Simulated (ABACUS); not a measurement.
## Band-structure run of Ta (part 1 of 2)

The run: band-structure run of Ta (1 atom in the cell). Method and program: Kohn-Sham DFT of a periodic cell, LDA-PW92, GBRV ultrasoft 1.5 LDA, no spin polarisation (ABACUS 3.10.1).

The structure derives from an entry of the Crystallography Open Database.

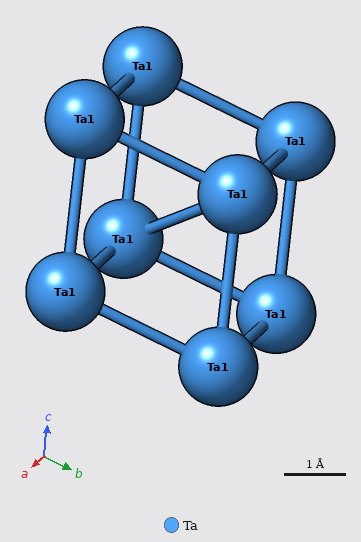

Fig. 1: The input geometry (ball-and-stick view of the cell of the calculation, seen slightly off an axis; atoms are numbered from 1 in the order of the input). Near neighbours in the crystal (not all of them lie inside the picture): Ta has 8 Ta at 2.86 Å.

Summary

```tsv
quantity	value
outcome	converged
space group (tolerance 0.01 Å)	Im-3m (229)
electrons treated	13
free energy	−1931.0872 eV
Fermi energy of the self-consistent step	18.345 eV
gap on the k-point mesh	none (metallic)
pressure	−11.47 GPa
largest force (length of the vector)	under 0.001 eV/Å
hardware	4 threads of AMD EPYC (Zen 3), 192 GiB of memory available, shared host
wall time	10 s (CPU time 35 s)
peak memory	0.52 GiB
```

Remarks

Spin–orbit coupling is left out, which matters for Ta. The cell is under a tension of 11.5 GPa at this level, so it is not at its equilibrium volume.

Input
```python
"""ABACUS run from a structure file: ASE reads it, the script writes STRU, KPT and INPUT."""
import re
import subprocess
from ase.io import read
from ase.units import Bohr

atoms = read("POSCAR")
atoms = atoms[(-atoms.numbers).argsort(kind="stable")]  # ABACUS lists atoms element by element
pseudo = {'Ta': 'ta_lda_v1.uspp.F.UPF'}
orbital = {}
magmoms = None
kmesh = [9, 9, 9]
params = {
    'suffix': 'Ta',
    'calculation': 'scf',
    'basis_type': 'pw',
    'pseudo_dir': './',
    'symmetry': 1,
    'dft_functional': 'LDA_X+LDA_C_PW',
    'ecutwfc': 40,
    'pseudo_rcut': 10,
    'nspin': 1,
    'nbands': 17,
    'ks_solver': 'dav',
    'smearing_method': 'fd',
    'smearing_sigma': 0.00367493,
    'scf_thr': 1e-08,
    'scf_nmax': 100,
    'mixing_type': 'broyden',
    'mixing_beta': 0.7,
    'cal_force': 1,
    'cal_stress': 1,
    'ecutrho': 320,
    'out_chg': 1,
    'kpar': 4,
}

symbols = atoms.get_chemical_symbols()
elements = list(dict.fromkeys(symbols))
lines = ["ATOMIC_SPECIES"] + [f"{e} {atoms.get_masses()[symbols.index(e)]:.4f} {pseudo[e]}" for e in elements]
if orbital:
    lines += ["", "NUMERICAL_ORBITAL"] + [orbital[e] for e in elements]
lines += ["", "LATTICE_CONSTANT", f"{1 / Bohr:.10f}", "", "LATTICE_VECTORS"]
lines += [" ".join(f"{x:.10f}" for x in v) for v in atoms.cell]
lines += ["", "ATOMIC_POSITIONS", "Direct"]
for e in elements:
    lines += ["", e, "0.0", str(symbols.count(e))]
    for i, p in enumerate(atoms.get_scaled_positions(wrap=False)):
        if symbols[i] == e:
            mag = "" if magmoms is None else " mag " + " ".join(str(x) for x in (magmoms[i] if isinstance(magmoms[i], list) else [magmoms[i]]))
            lines.append(" ".join(f"{x:.10f}" for x in p) + " 1 1 1" + mag)
open("STRU", "w").write("\n".join(lines) + "\n")
open("KPT", "w").write("K_POINTS\n0\nGamma\n%d %d %d 0 0 0\n" % tuple(kmesh))
open("INPUT", "w").write("INPUT_PARAMETERS\n" + "".join(f"{k:<20s}{v}\n" for k, v in params.items()))

done = subprocess.run(['mpirun', '-np', '4', 'abacus'])
if done.returncode:
    raise SystemExit(done.returncode)
log = open("OUT.Ta/running_scf.log").read()
print("final energy (eV):", re.findall(r"FINAL_ETOT_IS (\S+)", log))
```

File POSCAR
```
Ta
1.0
   -1.6512800000      1.6512800000      1.6512800000
    1.6512800000     -1.6512800000      1.6512800000
    1.6512800000      1.6512800000     -1.6512800000
Ta
1
Direct
    0.0000000000      0.0000000000      0.0000000000
```

File INPUT
```
INPUT_PARAMETERS
suffix              Ta
calculation         scf
basis_type          pw
pseudo_dir          ./
symmetry            1
dft_functional      LDA_X+LDA_C_PW
ecutwfc             40
pseudo_rcut         10
nspin               1
nbands              17
ks_solver           dav
smearing_method     fd
smearing_sigma      0.00367493
scf_thr             1e-08
scf_nmax            100
mixing_type         broyden
mixing_beta         0.7
cal_force           1
cal_stress          1
ecutrho             320
out_chg             1
kpar                4
```

File STRU
```
ATOMIC_SPECIES
Ta 180.9479 ta_lda_v1.uspp.F.UPF

LATTICE_CONSTANT
1.8897261258

LATTICE_VECTORS
-1.6512800000 1.6512800000 1.6512800000
1.6512800000 -1.6512800000 1.6512800000
1.6512800000 1.6512800000 -1.6512800000

ATOMIC_POSITIONS
Direct

Ta
0.0
1
-0.0000000000 0.0000000000 0.0000000000 1 1 1
```

File KPT
```
K_POINTS
0
Gamma
9 9 9 0 0 0
```

Command:
```bash
OMP_NUM_THREADS=1 python run_abacus.py > log
```

Output
```
ABACUS v3.10.1

               Atomic-orbital Based Ab-initio Computation at UStc

 ------------------------------------------------------------------------------------

 READING GENERAL INFORMATION
                           global_out_dir = OUT.Ta/
                           global_in_card = INPUT
                               pseudo_dir = ./
                              orbital_dir =
                                    DSIZE = 4
                                    GSIZE = 1

 READING UNITCELL INFORMATION
                                    ntype = 1
                  lattice constant (Bohr) = 1.88973
              lattice constant (Angstrom) = 1

 READING ATOM TYPE 1
                               atom label = Ta
                      L=0, number of zeta = 1
                      L=1, number of zeta = 1
                      L=2, number of zeta = 1
             number of atom for this type = 1

                        TOTAL ATOM NUMBER = 1
DIRECT COORDINATES
    atom                   x                   y                   z     mag                  vx                  vy                  vz
taud_Ta1            0.0000000000        0.0000000000        0.0000000000  0.0000        0.0000000000        0.0000000000        0.0000000000

                          Volume (Bohr^3) = 121.54
                             Volume (A^3) = 18.0103

 Lattice vectors: (Cartesian coordinate: in unit of a_0)
             -1.65128            +1.65128            +1.65128
             +1.65128            -1.65128            +1.65128
             +1.65128            +1.65128            -1.65128
 Reciprocal vectors: (Cartesian coordinate: in unit of 2 pi/a_0)
                   +0           +0.302795           +0.302795
            +0.302795                  +0           +0.302795
            +0.302795           +0.302795                  +0
 The esolver type has been set to : ksdft_pw

                PAO radial cut off (Bohr) = 10

 Read in pseudopotential file is ta_lda_v1.uspp.F.UPF
                     pseudopotential type = US
          exchange-correlation functional = PZ
                 nonlocal core correction = 1
                        valence electrons = 13
                                     lmax = 3
                           number of zeta = 5
                     number of projectors = 7
                           L of projector = 0
                           L of projector = 0
                           L of projector = 1
                           L of projector = 1
                           L of projector = 2
                           L of projector = 2
                           L of projector = 3
 XC functional updated to : LDA_X+LDA_C_PW
          exchange-correlation functional = LDA_X+LDA_C_PW
     initial pseudo atomic orbital number = 13

 SETUP THE ELECTRONS NUMBER
            electron number of element Ta = 13
      total electron number of element Ta = 13
            AUTOSET number of electrons:  = 13
                           occupied bands = 7
                                   NBANDS = 17
                                   NLOCAL = 9

%%%%%%%%%%%%%%%%%%%%%%%%%%%%%%%%%%%%%%%%%%%%%%%%%%%%%%%%%%%%%%%%%%%%%%%%%%%%%%%%%%%%%%%%%%%%%%%%%%%%%%%%%%
 Warning: the number of valence electrons in pseudopotential > 5 for Ta: [Xe] 4f14 5d3 6s2
 Pseudopotentials with additional electrons can yield (more) accurate outcomes, but may be less efficient.
 If you're confident that your chosen pseudopotential is appropriate, you can safely ignore this warning.
%%%%%%%%%%%%%%%%%%%%%%%%%%%%%%%%%%%%%%%%%%%%%%%%%%%%%%%%%%%%%%%%%%%%%%%%%%%%%%%%%%%%%%%%%%%%%%%%%%%%%%%%%%

 SETUP THE PLANE WAVE BASIS
 energy cutoff for charge/potential (unit:Ry) = 160
            fft grid for charge/potential = [ 24, 24, 24 ]
                        fft grid division = [ 1, 1, 1 ]
        big fft grid for charge/potential = [ 32, 32, 32 ]
                                     nbxx = 32768
                                     nrxx = 13824

 SETUP PLANE WAVES FOR CHARGE/POTENTIAL
                    number of plane waves = 4093
                         number of sticks = 345

 PARALLEL PW FOR CHARGE/POTENTIAL
     PROC   COLUMNS(POT)             PW
        1            345           4093
 --------------- sum -------------------
        1            345           4093
                            number of |g| = 73
                                  max |g| = 14.1195
                                  min |g| = 0

 energy cutoff for dense charge/potential (unit:Ry) = 320
      fft grid for dense charge/potential = [ 32, 32, 32 ]
                                     nrxx = 32768

 SETUP PLANE WAVES FOR dense CHARGE/POTENTIAL
                    number of plane waves = 11849
                         number of sticks = 709

 PARALLEL PW FOR dense CHARGE/POTENTIAL
     PROC   COLUMNS(POT)             PW
        1            709          11849
 --------------- sum -------------------
        1            709          11849
                            number of |g| = 147
                                  max |g| = 28.7891
                                  min |g| = 0

----------- Double Check Mixing Parameters Begin ------------
mixing_type: broyden
mixing_beta: 0.7
mixing_gg0: 1
mixing_gg0_min: 0.1
mixing_ndim: 8
----------- Double Check Mixing Parameters End ------------

 LATTICE VECTORS: (CARTESIAN COORDINATE: IN UNIT OF A0)
             -1.65128            +1.65128            +1.65128
             +1.65128            -1.65128            +1.65128
             +1.65128            +1.65128            -1.65128
                       right hand lattice = 1
                                   NORM_A = 2.8601
                                   NORM_B = 2.8601
                                   NORM_C = 2.8601
                           ALPHA (DEGREE) = 109.471
                           BETA  (DEGREE) = 109.471
                           GAMMA (DEGREE) = 109.471

 The lattice vectors have been changed (STRU_SIMPLE.cif)

(for optimal symmetric configuration:)
                             BRAVAIS TYPE = 2
                     BRAVAIS LATTICE NAME = 02. Cubic I (body-centered)
                                    ibrav = 2
                                    IBRAV = 2
                                  BRAVAIS = BODY CENTERED CUBIC
                       LATTICE CONSTANT A = 3.30256
Original cell was already a primitive cell.
                        ROTATION MATRICES = 48
              PURE POINT GROUP OPERATIONS = 48
                   SPACE GROUP OPERATIONS = 48
                              POINT GROUP = O_h
               POINT GROUP IN SPACE GROUP = O_h

 SETUP K-POINTS
                                    nspin = 1
                   Input type of k points = Monkhorst-Pack(Gamma)
                                   nkstot = 729
                       right hand lattice = 1
(for reciprocal lattice: )
                             BRAVAIS TYPE = 3
                     BRAVAIS LATTICE NAME = 03. Cubic F (face-centered)
                                    ibrav = 3
                       right hand lattice = 1
(for k-lattice: )
                             BRAVAIS TYPE = 3
                     BRAVAIS LATTICE NAME = 03. Cubic F (face-centered)
                                    ibrav = 3
                       right hand lattice = 1
                        ROTATION MATRICES = 48
                               nkstot_ibz = 35
K-POINTS REDUCTION ACCORDING TO SYMMETRY
     IBZ    DIRECT_X    DIRECT_Y    DIRECT_Z  WEIGHT  ibz2bz
       1  0.00000000  0.00000000  0.00000000  0.0014       0
       2 -0.11111111  0.11111111  0.00000000  0.0165       1
       3 -0.22222222  0.22222222  0.00000000  0.0165       2
       4 -0.33333333  0.33333333  0.00000000  0.0165       3
       5 -0.44444444  0.44444444  0.00000000  0.0165       4
       6 -0.22222222  0.11111111  0.11111111  0.0329      10
       7 -0.11111111 -0.22222222  0.33333333  0.0658      11
       8 -0.44444444  0.33333333  0.11111111  0.0658      12
       9  0.44444444  0.44444444  0.11111111  0.0329      13
      10 -0.22222222 -0.22222222  0.44444444  0.0329      20
      11  0.44444444  0.33333333  0.22222222  0.0658      21
      12  0.33333333  0.33333333  0.33333333  0.0110      30
      13 -0.11111111 -0.11111111  0.33333333  0.0110      91
      14 -0.11111111 -0.22222222  0.44444444  0.0329      92
      15  0.44444444  0.33333333  0.11111111  0.0329      93
      16 -0.11111111  0.11111111  0.11111111  0.0082      98
      17  0.44444444  0.22222222  0.22222222  0.0329     101
      18  0.33333333  0.33333333  0.22222222  0.0329     102
      19 -0.22222222  0.22222222  0.11111111  0.0329     106
      20 -0.33333333  0.33333333  0.11111111  0.0329     114
      21 -0.33333333  0.22222222  0.22222222  0.0329     115
      22 -0.44444444  0.44444444  0.11111111  0.0329     122
      23 -0.44444444  0.33333333  0.22222222  0.0658     123
      24  0.44444444  0.44444444  0.22222222  0.0329     131
      25  0.44444444  0.33333333  0.33333333  0.0329     132
      26  0.22222222  0.22222222  0.33333333  0.0110     182
      27 -0.22222222  0.22222222  0.22222222  0.0082     187
      28 -0.33333333  0.33333333  0.22222222  0.0329     195
      29 -0.44444444  0.44444444  0.22222222  0.0329     203
      30 -0.44444444  0.33333333  0.33333333  0.0329     204
[... 5 further k points ...]

                               nkstot now = 35
[... K-POINTS DIRECT COORDINATES: 35 rows ...]

           k-point number in this process = 9
       minimum distributed K point number = 8
[... stars of the k points ...]

[... K-POINTS CARTESIAN COORDINATES: 9 rows ...]

[... K-POINTS DIRECT COORDINATES: 9 rows ...]

 SETUP PLANE WAVES FOR WAVE FUNCTIONS
     energy cutoff for wavefunc (unit:Ry) = 40
              fft grid for wave functions = [ 24, 24, 24 ]
                    number of plane waves = 887
                         number of sticks = 129

 PARALLEL PW FOR WAVE FUNCTIONS
     PROC   COLUMNS(POT)             PW
        1            129            887
 --------------- sum -------------------
        1            129            887
```
